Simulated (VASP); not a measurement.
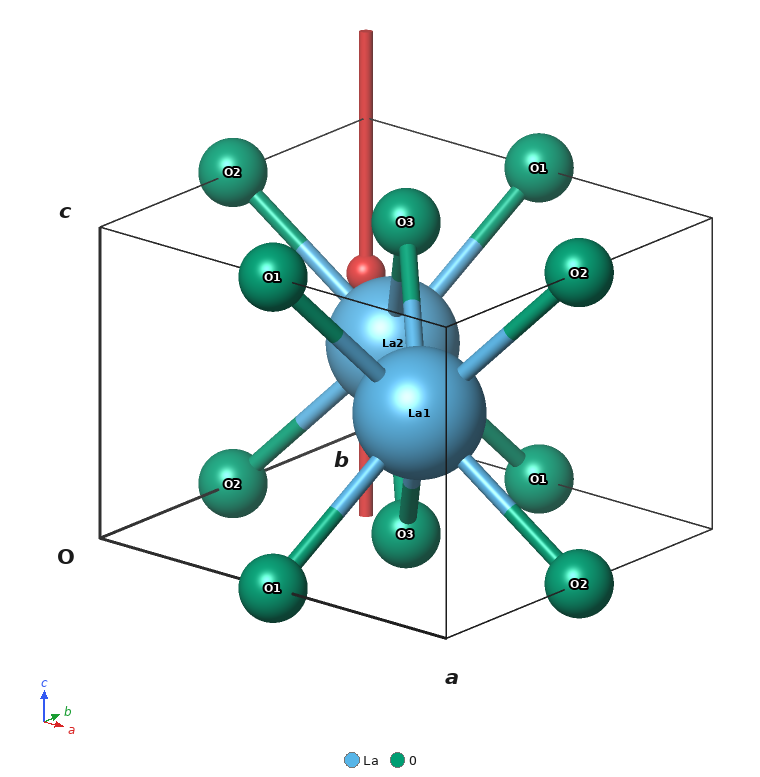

The coloured rod is the axis of a symmetry operation of the crystal, the small sphere its inversion point. Crystal: La2O3, coordinates from a relaxation with VASP Kohn-Sham DFT of a periodic cell, LDA, VASP PAW LDA potentials, recommended in VASP 6.6.1. Geometry calculated from the standardised cell; symmetry tolerance 0.002 Å.

a = 6.250 Å, b = 6.250 Å, c = 3.231 Å, α = 90.00°, β = 90.00°, γ = 120.00°.

| atom | x | y | z |
| --- | --- | --- | --- |
| La1 | 0.6667 | 0.3333 | 0.5000 |
| La2 | 0.3333 | 0.6667 | 0.5000 |
| O1 | 0.5000 | 0.0000 | 0.0000 |
| O2 | 0.0000 | 0.5000 | 0.0000 |
| O3 | 0.5000 | 0.5000 | 0.0000 |

Take the operation x, y, z → x−y+1, x+1, −z+1.

What kind of operation is it, and where does it lie?

Answer. It is a −3 rotoinversion axis with its inversion point at (0, 1, 1/2), along [0 0 1].

Onto which atom does it carry each atom (up to whole multiples of a, b and c)?

Answer. La1 → La2, La2 → La1, O1 → O3, O2 → O1, O3 → O2.

What is the crystal's space group?

Answer. P6/mmm (No. 191).
